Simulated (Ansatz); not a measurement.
System: Si₂N.

Input

```
crystal:
  lattice:
    - [6.9749166043, 0.0, 0.0]
    - [0.0, 6.9749166043, 0.0]
    - [0.0, 0.0, 5.1587299214]
  atoms:
    - { symbol: Si, position: [0.2425737867, 0.0, 0.2281691102] }
    - { symbol: Si, position: [0.7574262133, 0.0, 0.2281691102] }
    - { symbol: Si, position: [0.0, 0.2425737867, 0.2281691102] }
    - { symbol: Si, position: [0.0, 0.7574262133, 0.2281691102] }
    - { symbol: Si, position: [0.7574262133, 0.0, 0.7718308898] }
    - { symbol: Si, position: [0.2425737867, 0.0, 0.7718308898] }
    - { symbol: Si, position: [0.0, 0.7574262133, 0.7718308898] }
    - { symbol: Si, position: [0.0, 0.2425737867, 0.7718308898] }
    - { symbol: "N", position: [0.0, 0.6004946157, 0.5] }
    - { symbol: "N", position: [0.0, 0.3995053843, 0.5] }
    - { symbol: "N", position: [0.3995053843, 0.0, 0.5] }
    - { symbol: "N", position: [0.6004946157, 0.0, 0.5] }
basis:
  ecutwfc: 420
kpoints:
  mp_grid: { grid: [6, 6, 8] }
hamiltonian:
  xc: pbe
scf:
  occupations: { method: gaussian, width: 0.1 }
output:
  forces: true
  stress: true
  eigenvalues: true
  write_density: true
  write_potential: true
  elf: true
  volumetric_format: npy
relax:
  adjacent_minimum: "off"
  f_tol: 0.01
  max_steps: 80
  cell: { stress_tol: 0.05 }
```

Run with:

```sh
ansatz run input.yaml --threads 1 --pin off --max-ram 2560MiB --backend cpu --events-out ev --progress --plain --runs-dir out
```

Below, planes, directions and counts refer to the conventional cell (a = 7.02 Å, b = 7.02 Å, c = 5.13 Å, α = 90.00°, β = 90.00°, γ = 90.00°).

The fields are those of the relaxed geometry.

Space group P4/mmm; a structure generated by program, which may or may not match a known phase.

Theory: DFT PBE, scalar-relativistic, plane waves, PAW in Ansatz.

Question: What will maps of the valence pseudo-density and electron localisation function show?

Answer: N–N (1.40 Å): ρ at the midpoint is about 2.1 e/Å³; the ELF peaks at about 0.85 between the atoms.
Si–N (1.78 Å): ρ is about 0.98 e/Å³ halfway; the ELF peaks at about 0.90 between the atoms.
Si–Si (2.35 Å): ρ is about 0.53 e/Å³ halfway; the ELF peaks at about 0.90 between the atoms.

Question: Metal or insulator at this level of theory?

Answer: It is metallic or semimetallic at this level of theory: no gap opens.

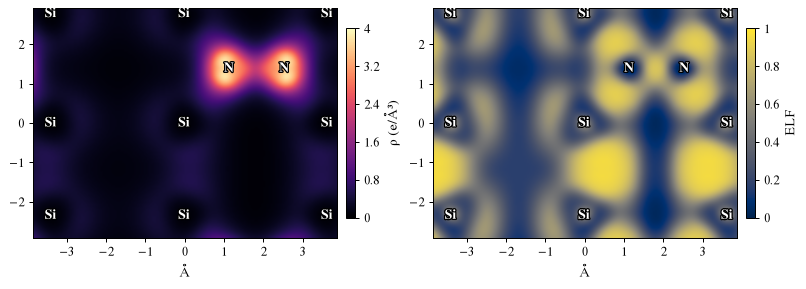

Computed valence pseudo-density and electron localisation function on the (010) plane of the conventional cell, in this order. 

The density is the valence pseudo-density of a PAW calculation; it isn't the true density close to the nuclei.
